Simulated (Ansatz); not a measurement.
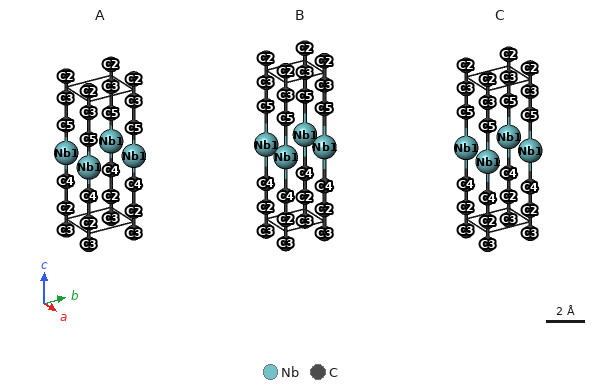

3 geometries from one relaxation of solid NbC4 (a generated structure, set up in P6/mmm) (coarse preliminary run), in shuffled order. A ball-and-stick model of the cell of the calculation, seen slightly off an axis.

Level of theory: Ansatz 0.2.0, DFT PBE, scalar-relativistic, plane waves, PAW. Settings: plane-wave cutoff 420 eV; k-point mesh 6 × 6 × 4; occupations gaussian; smearing width 0.1 eV; no spin polarisation; cell and atoms relaxed; force threshold 0.04 eV/Å; at most 70 steps.

Put them in the order of the run, from the start to the converged end.

A, C, B. They are steps 0, 2, 10, at +2198 meV per atom, +152 meV per atom relative to the last. The largest moves relative to the cell, 0.37 Å, are those of C4 and C5. C4 goes along −c. Nb stays in place. The volume changes by −16.4 %, with a = b 3.636 → 3.132 Å (−13.9 %), c 7.150 → 8.055 Å (+12.7 %). Near-neighbour distances that change, for instance: Nb1–C4 1.532 → 2.095 Å, Nb1–Nb1 3.636 → 3.132 Å, C2–C4 1.454 → 1.282 Å, C2–C3 1.176 → 1.301 Å. The space group stays P6/mmm (No. 191). After 8 accepted moves (10 points after the start) the energy has fallen by 2198 meV per atom. The largest force component goes from 19 to 0.00077 eV/Å. The pressure goes from 23.88 to 0.00 GPa. The SCF was repeated twice at an unchanged geometry on a basis and grid sized afresh for the cell, which shifted the energy by 1.8 meV per atom at most.
